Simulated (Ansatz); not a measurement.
## Run report: TaC, geometry relaxation (part 2 of 2)

The same run, continued: TaC (slab, 8 atoms in the cell); DFT PBEsol, scalar-relativistic, plane waves, PAW, no spin polarisation (Ansatz 0.2.0); cutoff 420 eV, 9×9×1 k-mesh, Gaussian smearing of 0.1 eV. The structure derives from an entry of the Crystallography Open Database. The input holds or restrains some coordinates. Forces given for the steps count only the free coordinates. It belongs to a series of runs on one base structure; here: clean slab, lower half held.

Geometry of the input (Å; fractional positions):
```
3.1393  0.0000  0.0000
0.0000  3.1393  0.0000
0.0000  0.0000  23.6595
Ta 0.5000  0.5000  0.3593
C  0.0000  0.0000  0.3593
Ta 0.0000  0.0000  0.4531
C  0.5000  0.5000  0.4531
Ta 0.5000  0.5000  0.5469
C  0.0000  0.0000  0.5469
Ta 0.0000  0.0000  0.6407
C  0.5000  0.5000  0.6407
```

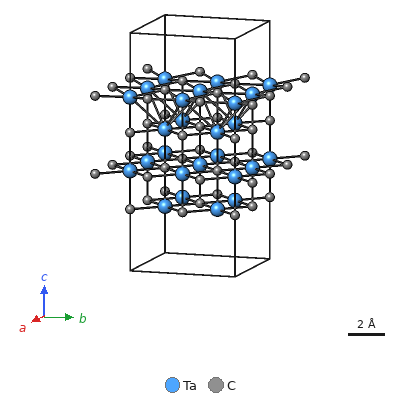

Fig. 1: The geometry at step 2 of the log (ball-and-stick view of the 2 × 2 repeat of the cell, with the vacuum cut short, seen slightly off an axis; bonded neighbours outside the cell are drawn too).

### Output, continued
```
SCF iter   1: F=—  HF=-40215.572357 eV  |F-HF|=—  |Δ(HF+E_count)|=         —  Δρ=1.82e-3  dr2=1.15e-2  ethr=9.25e-4  p=-0.015 e·Å  D=-1.16e-2 V/Å  ΔV_dip=0.28 eV  dr2_dipole=1.18e-3  V_vac-E_F(+/−)=3.55/3.28 eV  ⟨swp⟩=2.2  Hψ=1036  notcnv=0  defer=23
efield: sawtooth ramp at fractional position 0.9800 (handed on by an earlier solve), width 0.0400; the density the first Hamiltonian is built on has a dipole p = -0.015 e·Å; the dipole correction subtracts the counter field D = -1.16e-2 V/Å, which shifts the + side's vacuum level by +0.28 eV against the − side's; the planar-averaged density in the ramp window peaks in size at 3.4e-6 e/Å³
preconditioner: auto → LDOS  [metal: Δε(μ)=0.020 eV  Ē_g=7.747 eV  σ=0.100 eV  W_gap=0.11  n_scr=44 (ndim 8)  ℏωp=14.6 eV  f_vac=0.560  D(μ)=5.79/eV (n_scr^D=34)  β→1.0]
SCF iter   2: F=—  HF=-40215.569860 eV  |F-HF|=—  |Δ(HF+E_count)|=   2.50e-3  Δρ=8.16e-4  dr2=2.05e-3  ethr=1.69e-5  p=-0.018 e·Å  D=-1.43e-2 V/Å  ΔV_dip=0.34 eV  dr2_dipole=2.34e-7  V_vac-E_F(+/−)=3.62/3.28 eV  ⟨swp⟩=3.2  Hψ=1324  notcnv=0  defer=24
SCF iter   3: F=—  HF=-40215.569579 eV  |F-HF|=—  |Δ(HF+E_count)|=   2.81e-4  Δρ=2.09e-4  dr2=3.46e-4  ethr=3.02e-6  p=-0.019 e·Å  D=-1.45e-2 V/Å  ΔV_dip=0.34 eV  dr2_dipole=4.37e-5  V_vac-E_F(+/−)=3.63/3.28 eV  ⟨swp⟩=2.1  Hψ=1014  notcnv=0  defer=24
SCF iter   4: F=—  HF=-40215.569525 eV  |F-HF|=—  |Δ(HF+E_count)|=   5.40e-5  Δρ=7.97e-5  dr2=4.23e-5  ethr=5.09e-7  p=-0.019 e·Å  D=-1.51e-2 V/Å  ΔV_dip=0.36 eV  dr2_dipole=1.24e-5  V_vac-E_F(+/−)=3.64/3.29 eV  ⟨swp⟩=2.4  Hψ=1017  notcnv=0  defer=24
SCF iter   5: F=-40215.569515 eV  HF=-40215.569520 eV  |F-HF|=5.58e-6  |Δ(HF+E_count)|=   4.89e-6  Δρ=2.37e-5  dr2=6.05e-6  ethr=1.75e-8  p=-0.020 e·Å  D=-1.54e-2 V/Å  ΔV_dip=0.36 eV  dr2_dipole=2.07e-6  V_vac-E_F(+/−)=3.65/3.29 eV  ⟨swp⟩=22.2  Hψ=7292  notcnv=0
SCF 4 converged in 5 iterations: F = -40215.569515 eV  dr2 = 6.05e-6
  Residual-converged pass: ⟨swp⟩=1.1  Hψ=691  notcnv=0  max |occ|·‖R‖ = 7.1e-9 eV (tolerance 1.0e-8 eV)  dr2=6.05e-6  dr2_onsite=1.85e-8  max |Δocc| = 1.8e-10
relax step   4: F+E_penalty+E_count = -40215.56951476 eV  Δ(F+E_penalty+E_count) = -1.005e-2 eV  max|allowed force component| = 2.063e-1 eV/Å  Δτ_max = 0.0291 Å  (5 SCF iters, dr2 threshold 1.19e-5 eV, accepted)
SCF iter   1: F=—  HF=-40215.571704 eV  |F-HF|=—  |Δ(HF+E_count)|=         —  Δρ=7.79e-4  dr2=1.57e-3  ethr=3.60e-5  p=-0.020 e·Å  D=-1.54e-2 V/Å  ΔV_dip=0.36 eV  dr2_dipole=4.06e-5  V_vac-E_F(+/−)=3.64/3.28 eV  ⟨swp⟩=2.0  Hψ=1147  notcnv=0  defer=3
efield: sawtooth ramp at fractional position 0.9800 (handed on by an earlier solve), width 0.0400; the density the first Hamiltonian is built on has a dipole p = -0.020 e·Å; the dipole correction subtracts the counter field D = -1.54e-2 V/Å, which shifts the + side's vacuum level by +0.36 eV against the − side's; the planar-averaged density in the ramp window peaks in size at 3.4e-6 e/Å³
preconditioner: auto → LDOS  [metal: Δε(μ)=0.005 eV  Ē_g=7.756 eV  σ=0.100 eV  W_gap=0.03  n_scr=44 (ndim 8)  ℏωp=14.6 eV  f_vac=0.560  D(μ)=5.56/eV (n_scr^D=34)  β→1.0]
SCF iter   2: F=—  HF=-40215.571417 eV  |F-HF|=—  |Δ(HF+E_count)|=   2.87e-4  Δρ=3.59e-4  dr2=5.08e-4  ethr=2.31e-6  p=-0.020 e·Å  D=-1.52e-2 V/Å  ΔV_dip=0.36 eV  dr2_dipole=1.84e-6  V_vac-E_F(+/−)=3.64/3.28 eV  ⟨swp⟩=3.1  Hψ=1314  notcnv=0  defer=3
SCF iter   3: F=—  HF=-40215.571311 eV  |F-HF|=—  |Δ(HF+E_count)|=   1.06e-4  Δρ=7.94e-5  dr2=3.33e-5  ethr=7.47e-7  p=-0.020 e·Å  D=-1.54e-2 V/Å  ΔV_dip=0.36 eV  dr2_dipole=7.99e-7  V_vac-E_F(+/−)=3.65/3.28 eV  ⟨swp⟩=2.0  Hψ=966  notcnv=0  defer=3
SCF iter   4: F=—  HF=-40215.571310 eV  |F-HF|=—  |Δ(HF+E_count)|=   1.03e-6  Δρ=2.48e-5  dr2=6.51e-6  ethr=4.89e-8  p=-0.020 e·Å  D=-1.54e-2 V/Å  ΔV_dip=0.36 eV  dr2_dipole=2.37e-7  V_vac-E_F(+/−)=3.65/3.29 eV  ⟨swp⟩=2.7  Hψ=1147  notcnv=0  defer=3
SCF iter   5: F=-40215.571309 eV  HF=-40215.571310 eV  |F-HF|=1.17e-6  |Δ(HF+E_count)|=   1.84e-7  Δρ=9.15e-6  dr2=1.21e-6  ethr=4.36e-9  p=-0.020 e·Å  D=-1.54e-2 V/Å  ΔV_dip=0.36 eV  dr2_dipole=2.68e-7  V_vac-E_F(+/−)=3.65/3.29 eV  ⟨swp⟩=19.7  Hψ=6550  notcnv=0
SCF 5 converged in 5 iterations: F = -40215.571309 eV  dr2 = 1.21e-6
relax step   5: F+E_penalty+E_count = -40215.57130869 eV  Δ(F+E_penalty+E_count) = -1.794e-3 eV  max|allowed force component| = 4.834e-2 eV/Å  Δτ_max = 0.0101 Å  (5 SCF iters, dr2 threshold 2.96e-6 eV, accepted)
SCF iter   1: F=—  HF=-40215.571422 eV  |F-HF|=—  |Δ(HF+E_count)|=         —  Δρ=3.02e-4  dr2=6.53e-4  ethr=3.15e-6  p=-0.020 e·Å  D=-1.54e-2 V/Å  ΔV_dip=0.36 eV  dr2_dipole=8.60e-5  V_vac-E_F(+/−)=3.65/3.29 eV  ⟨swp⟩=2.0  Hψ=1121  notcnv=0
efield: sawtooth ramp at fractional position 0.9800 (handed on by an earlier solve), width 0.0400; the density the first Hamiltonian is built on has a dipole p = -0.020 e·Å; the dipole correction subtracts the counter field D = -1.54e-2 V/Å, which shifts the + side's vacuum level by +0.36 eV against the − side's; the planar-averaged density in the ramp window peaks in size at 3.4e-6 e/Å³
preconditioner: auto → LDOS  [metal: Δε(μ)=0.013 eV  Ē_g=7.746 eV  σ=0.100 eV  W_gap=0.07  n_scr=44 (ndim 8)  ℏωp=14.6 eV  f_vac=0.560  D(μ)=5.56/eV (n_scr^D=34)  β→1.0]
SCF iter   2: F=—  HF=-40215.571355 eV  |F-HF|=—  |Δ(HF+E_count)|=   6.70e-5  Δρ=1.92e-4  dr2=1.86e-4  ethr=9.60e-7  p=-0.020 e·Å  D=-1.53e-2 V/Å  ΔV_dip=0.36 eV  dr2_dipole=1.78e-5  V_vac-E_F(+/−)=3.65/3.29 eV  ⟨swp⟩=2.7  Hψ=1108  notcnv=0
SCF iter   3: F=—  HF=-40215.571319 eV  |F-HF|=—  |Δ(HF+E_count)|=   3.63e-5  Δρ=4.98e-5  dr2=3.58e-5  ethr=2.74e-7  p=-0.020 e·Å  D=-1.53e-2 V/Å  ΔV_dip=0.36 eV  dr2_dipole=5.30e-6  V_vac-E_F(+/−)=3.65/3.29 eV  ⟨swp⟩=2.9  Hψ=1129  notcnv=0
SCF iter   4: F=—  HF=-40215.571362 eV  |F-HF|=—  |Δ(HF+E_count)|=   4.25e-5  Δρ=1.71e-5  dr2=5.46e-6  ethr=5.27e-8  p=-0.020 e·Å  D=-1.53e-2 V/Å  ΔV_dip=0.36 eV  dr2_dipole=1.11e-6  V_vac-E_F(+/−)=3.65/3.29 eV  ⟨swp⟩=2.1  Hψ=880  notcnv=0
SCF iter   5: F=—  HF=-40215.571361 eV  |F-HF|=—  |Δ(HF+E_count)|=   8.80e-8  Δρ=4.67e-6  dr2=2.89e-7  ethr=8.02e-9  p=-0.020 e·Å  D=-1.53e-2 V/Å  ΔV_dip=0.36 eV  dr2_dipole=4.82e-8  V_vac-E_F(+/−)=3.65/3.29 eV  ⟨swp⟩=1.8  Hψ=726  notcnv=0
SCF iter   6: F=-40215.571362 eV  HF=-40215.571362 eV  |F-HF|=1.68e-8  |Δ(HF+E_count)|=   5.92e-8  Δρ=1.33e-6  dr2=5.94e-9  ethr=1.47e-10  p=-0.020 e·Å  D=-1.53e-2 V/Å  ΔV_dip=0.36 eV  dr2_dipole=3.55e-10  V_vac-E_F(+/−)=3.65/3.29 eV  ⟨swp⟩=17.5  Hψ=5774  notcnv=0
SCF 6 converged in 6 iterations: F = -40215.571362 eV  dr2 = 5.94e-9
relax step   6: F+E_penalty+E_count = -40215.57136156 eV  Δ(F+E_penalty+E_count) = -5.287e-5 eV  max|allowed force component| = 2.331e-2 eV/Å  Δτ_max = 0.0048 Å  (6 SCF iters, accepted)
WARN: The output density's exchange-correlation potential varies sharply where the density is thin. Do not read a vacuum level from v_tot or v_xc, or from such a field of the output density. On a cell that repeats whose density bears no net charge and no dipole along the vacuum's axis use v_es (v_loc + v_h of the components); under efield.dipole_correction with no amplitude use v_es + v_field, which holds any external_charges[].barrier, or the levels of the report's work_function block, which leave it out; under a non-zero efield.amplitude the vacuum is tilted and has no level; on a cell that repeats and bears such a dipole with no correction it is tilted too, and efield.dipole_correction with no amplitude gives each side of its ramp a level where efield: is served; in a cell that repeats whose density bears a net charge (total_charge, or a fill off its count) it is curved and has none; of a slab under crystal.periodic whose density bears no net charge use v_es, which has a level on each side, short of where the two are joined; of another it falls or rises all the way out and has none; of a slab beside external_charges read slab_vacuum_level instead, which it has where they leave it neutral. The grid or the basis barely resolves most such structure, and the values can differ between equally converged runs; as a rule a tighter scf.convergence.dr2_threshold does not remove it. Where the density itself ripples (under the LDA too) a higher basis.ecutwfc lessens it. The files hold the spikes' plane waves up to the density's cutoff. Files: v_tot_of_output_density and the like, and their columns of v_z.tsv (output.write_potential); v_xc_of_output_density and the like, and their columns of v_comp_z.tsv (output.write_potential_components). Measured: with its Gaussian average of σ = 0.25 Å subtracted twice, the exchange-correlation potential is over 0.1 eV at 60 of the grid points where the equally averaged density (valence and model cores) is under 1e-3 e/Å³, and 0.181 eV at the most among them, at an averaged density of 3.6e-8 e/Å³. The input density's (outcome.potential() and, of a run that writes arrays, v_tot and v_xc) is over 0.1 eV, so measured, at 39 points of its own thin density, 0.273 eV at the most. See output.write_potential in the manual, Limitations
SCF converged after 6 iterations
Free energy (F): -40215.571362 eV
Harris-Foulkes:  -40215.571362 eV  (|F-HF|=1.68e-8)
Internal energy: -40215.543527 eV  (E = F + TS)
E sigma→0 (E₀):  -40215.557444 eV
Entropy (-TS):   -0.027835 eV (-3.479 meV/atom)
Fermi energy:    5.393591 eV
Dipole field:    D = -0.015238 V/Å  (p = -0.019635 e·Å, saw-weighted, corrected)
Work function:   Φ+ = 3.6483 eV   Φ− = 3.2878 eV
Levels:          The Fermi level and band energies are counted from a zero that moves with the ramp; work functions are not
--- Per-component energies (eV) ---
  E_band       = -1238.022570
  E_kinetic    = 1818.687045
  E_local      = -70191.484999  (includes V_loc(G=0)·N_el)
  E_nonlocal   = 175.615283
  E_hartree    = 34251.257940
  E_xc         = -1060.671507
  E_vxc        = -1054.962309  (∫ρ·V_xc dr)
  E_paw        = -33471.276450  (= ΣΔE_a)
  E_vpaw       = -488.359307  (= ΣTr[D̂ρ^β])
  E_aug_tail   = 0.000634  (compensation charges beyond the density's cutoff)
  E_efield     = 0.000150  (sawtooth field / dipole correction)
  E_vefield    = -0.039378  (∫n·V_field dr)
  E_ewald      = 28261.389390
  E_core_change = 0.938988  (= ΣΔE_core)
  E_smearing   = -0.027835  (= −TS)
  E_closure    = -0.000000  (closes the sum)
  Σ components = -40215.571362   (vs F -40215.571362, Δ=0.00e0)
--- Forces (eV/Å), atoms counted from 1 ---
  atom   1  Ta    -0.00000000     0.00000000     2.81608511
  atom   2  C      0.00000000     0.00000000    -1.38805757
  atom   3  Ta     0.00000000     0.00000000     0.54566874
  atom   4  C      0.00000000     0.00000000    -1.94653443
  atom   5  Ta     0.00000000     0.00000000    -0.02296969
  atom   6  C     -0.00000000     0.00000000    -0.02330500
  atom   7  Ta     0.00000000     0.00000000     0.01104206
  atom   8  C      0.00000000     0.00000000     0.00803070
  max |Σ_I F_I| component: 4.01e-5 eV/Å
--- Band table (eV; the first three rows and the last of 15) ---
  k-point 0: bands = ["-63.3724", "-63.1939", "-63.1534", "-63.1056", "-30.1790", "-30.0357", "-29.7938", "-29.7592", "-29.7592", "-29.6748", "-29.6748", "-29.5637", "-29.5637", "-29.5262", "-29.4263", "-29.4263", "-9.0709", "-7.9149", "-7.1093", "-6.8743", "-0.1574", "0.2788", "0.9082", "1.8289", "1.8587", "2.3548", "2.9465", "2.9770", "2.9770", "3.1434", "3.1434", "3.7545", "3.7545", "3.8452", "4.8776", "4.8776", "5.3144", "5.5635", "5.5635", "6.1489", "6.8309", "7.3787"]
  k-point 1: bands = ["-63.3704", "-63.1909", "-63.1518", "-63.1047", "-30.1670", "-30.0429", "-29.8542", "-29.7865", "-29.7467", "-29.6842", "-29.6673", "-29.6164", "-29.5614", "-29.5271", "-29.4529", "-29.4247", "-8.8417", "-7.7035", "-6.9149", "-6.6661", "-0.3104", "0.1015", "0.6718", "1.3443", "1.7319", "2.0633", "2.2884", "2.3451", "2.4902", "2.7921", "3.2702", "3.6501", "3.7759", "3.9818", "4.2498", "5.0216", "5.0758", "5.3432", "5.6777", "6.5286", "7.3299", "7.6866"]
  k-point 2: bands = ["-63.3652", "-63.1829", "-63.1475", "-63.1027", "-30.1519", "-30.0667", "-29.9825", "-29.8543", "-29.7750", "-29.7129", "-29.6565", "-29.6478", "-29.5922", "-29.5576", "-29.4811", "-29.4209", "-8.1981", "-7.1154", "-6.3814", "-6.0842", "-0.9182", "-0.7165", "0.2175", "0.6309", "1.0906", "1.2434", "1.3478", "1.3621", "1.6739", "1.9436", "2.1555", "2.4431", "4.5253", "4.9584", "5.0033", "5.2040", "5.5491", "5.7981", "6.2336", "6.7878", "7.5225", "8.1844"]
  k-point 14: bands = ["-63.3401", "-63.1503", "-63.1241", "-63.0842", "-30.1467", "-30.1441", "-30.0265", "-30.0099", "-30.0009", "-29.8742", "-29.8557", "-29.7898", "-29.7425", "-29.7083", "-29.7021", "-29.6746", "-7.1049", "-7.0408", "-6.0749", "-5.8574", "-0.0189", "0.0656", "0.4163", "0.4677", "0.4879", "0.7934", "1.2033", "1.3581", "2.3254", "2.6889", "2.7548", "3.2112", "3.5003", "4.0395", "5.4297", "5.4565", "7.4471", "7.5389", "7.8760", "8.4941", "9.2954", "9.3933"]
--- Relaxed structure (6 steps of the walk, 6 accepted, 0 SCFs on fresh bases) ---
  F+E_penalty+E_count = -40215.57136156 eV   max|allowed force component| = 2.331e-2 eV/Å
  atoms:
    - { symbol: Ta, position: [0.49999999999999994, 0.49999999999999994, 0.3592642103999999] }
    - { symbol: C, position: [0.0, 0.0, 0.3592642103999999] }
    - { symbol: Ta, position: [0.0, 0.0, 0.45308807009999996] }
    - { symbol: C, position: [0.49999999999999994, 0.49999999999999994, 0.45308807009999996] }
    - { symbol: Ta, position: [0.49999999999999994, 0.49999999999999994, 0.5440795061001642] }
    - { symbol: C, position: [1.1407072711487958e-34, 0.0, 0.5476692334030396] }
    - { symbol: Ta, position: [-6.786728974565945e-34, 0.0, 0.634482922517812] }
    - { symbol: C, position: [0.49999999999999994, 0.49999999999999994, 0.6419923099625896] }
```

### Trajectory as extended XYZ (Å, eV, eV/Å), 6 frames, from step=1 to step=6
```
8
Lattice="3.1393 0.0000 0.0000 0.0000 3.1393 0.0000 0.0000 0.0000 23.6595" Properties=species:S:1:pos:R:3:forces:R:3 step=1 energy=-40215.33211
Ta    1.5697    1.5697    8.5000    0.0000   0.0000   2.5151
C     0.0000    0.0000    8.5000    0.0000   0.0000  -1.2583
Ta    0.0000    0.0000   10.7198    0.0000   0.0000   0.1666
C     1.5697    1.5697   10.7198    0.0000   0.0000  -1.2079
Ta    1.5697    1.5697   12.9396    0.0000   0.0000  -0.1666
C     0.0000    0.0000   12.9396    0.0000   0.0000   1.2079
Ta    0.0000    0.0000   15.1595    0.0000   0.0000  -2.5151
C     1.5697    1.5697   15.1595    0.0000   0.0000   1.2583
8
Lattice="3.1393 0.0000 0.0000 0.0000 3.1393 0.0000 0.0000 0.0000 23.6595" Properties=species:S:1:pos:R:3:forces:R:3 step=2 energy=-40215.48449
Ta    1.5697    1.5697    8.5000    0.0000   0.0000   2.5948
C     0.0000    0.0000    8.5000    0.0000   0.0000  -1.4109
Ta    0.0000    0.0000   10.7198    0.0000   0.0000   0.5402
C     1.5697    1.5697   10.7198    0.0000   0.0000  -1.3998
Ta    1.5697    1.5697   12.9467    0.0000   0.0000  -1.2704
C     0.0000    0.0000   12.9232    0.0000   0.0000  -0.2070
Ta    0.0000    0.0000   14.9640    0.0000   0.0000   1.5655
C     1.5697    1.5697   15.2138    0.0000   0.0000  -0.4118
8
Lattice="3.1393 0.0000 0.0000 0.0000 3.1393 0.0000 0.0000 0.0000 23.6595" Properties=species:S:1:pos:R:3:forces:R:3 step=3 energy=-40215.55946
Ta    1.5697    1.5697    8.5000    0.0000   0.0000   2.6469
C     0.0000    0.0000    8.5000    0.0000   0.0000  -1.3696
Ta    0.0000    0.0000   10.7198    0.0000   0.0000   0.4710
C     1.5697    1.5697   10.7198    0.0000   0.0000  -1.6318
Ta    1.5697    1.5697   12.9064    0.0000   0.0000  -0.4130
C     0.0000    0.0000   12.9339    0.0000   0.0000   0.3452
Ta    0.0000    0.0000   15.0175    0.0000   0.0000  -0.1579
C     1.5697    1.5697   15.1868    0.0000   0.0000   0.1084
8
Lattice="3.1393 0.0000 0.0000 0.0000 3.1393 0.0000 0.0000 0.0000 23.6595" Properties=species:S:1:pos:R:3:forces:R:3 step=4 energy=-40215.56952
Ta    1.5697    1.5697    8.5000    0.0000   0.0000   2.7728
C     0.0000    0.0000    8.5000    0.0000   0.0000  -1.4040
Ta    0.0000    0.0000   10.7198    0.0000   0.0000   0.5103
C     1.5697    1.5697   10.7198    0.0000   0.0000  -1.8908
Ta    1.5697    1.5697   12.8772    0.0000   0.0000  -0.0400
C     0.0000    0.0000   12.9440    0.0000   0.0000   0.2063
Ta    0.0000    0.0000   15.0133    0.0000   0.0000  -0.0768
C     1.5697    1.5697   15.2000    0.0000   0.0000  -0.0763
8
Lattice="3.1393 0.0000 0.0000 0.0000 3.1393 0.0000 0.0000 0.0000 23.6595" Properties=species:S:1:pos:R:3:forces:R:3 step=5 energy=-40215.57131
Ta    1.5697    1.5697    8.5000    0.0000   0.0000   2.8150
C     0.0000    0.0000    8.5000    0.0000   0.0000  -1.3983
Ta    0.0000    0.0000   10.7198    0.0000   0.0000   0.5191
C     1.5697    1.5697   10.7198    0.0000   0.0000  -1.9726
Ta    1.5697    1.5697   12.8698    0.0000   0.0000   0.0233
C     0.0000    0.0000   12.9528    0.0000   0.0000   0.0483
Ta    0.0000    0.0000   15.0102    0.0000   0.0000  -0.0250
C     1.5697    1.5697   15.1899    0.0000   0.0000  -0.0094
8
Lattice="3.1393 0.0000 0.0000 0.0000 3.1393 0.0000 0.0000 0.0000 23.6595" Properties=species:S:1:pos:R:3:forces:R:3 step=6 energy=-40215.57136
Ta    1.5697    1.5697    8.5000    0.0000   0.0000   2.8161
C     0.0000    0.0000    8.5000    0.0000   0.0000  -1.3881
Ta    0.0000    0.0000   10.7198    0.0000   0.0000   0.5457
C     1.5697    1.5697   10.7198    0.0000   0.0000  -1.9465
Ta    1.5697    1.5697   12.8726    0.0000   0.0000  -0.0230
C     0.0000    0.0000   12.9576    0.0000   0.0000  -0.0233
Ta    0.0000    0.0000   15.0115    0.0000   0.0000   0.0110
C     1.5697    1.5697   15.1892    0.0000   0.0000   0.0080
```

### Key numbers

- outcome: converged under the restraints of the input
- electrons treated: 68
- free energy: −40215.5714 eV
- work function, top face: 3.65 eV
- work function, bottom face: 3.29 eV
- Fermi energy: 5.394 eV
- gap on the k-point mesh: none (metallic)
- final volume: 233.17 Å³
- work function (upper face): 3.65 eV
- largest force (length of the vector) at the end, held atoms and coordinates included: 2.816 eV/Å
- hardware: 1 thread of AMD EPYC (Zen 3), 32 GiB of memory available, shared host
- wall time: 1.8 min
- peak memory: 0.49 GiB

### Remarks

Warnings of the run: the exchange-correlation potential is rough where the density is thin. Spin–orbit coupling is left out, which matters for Ta.
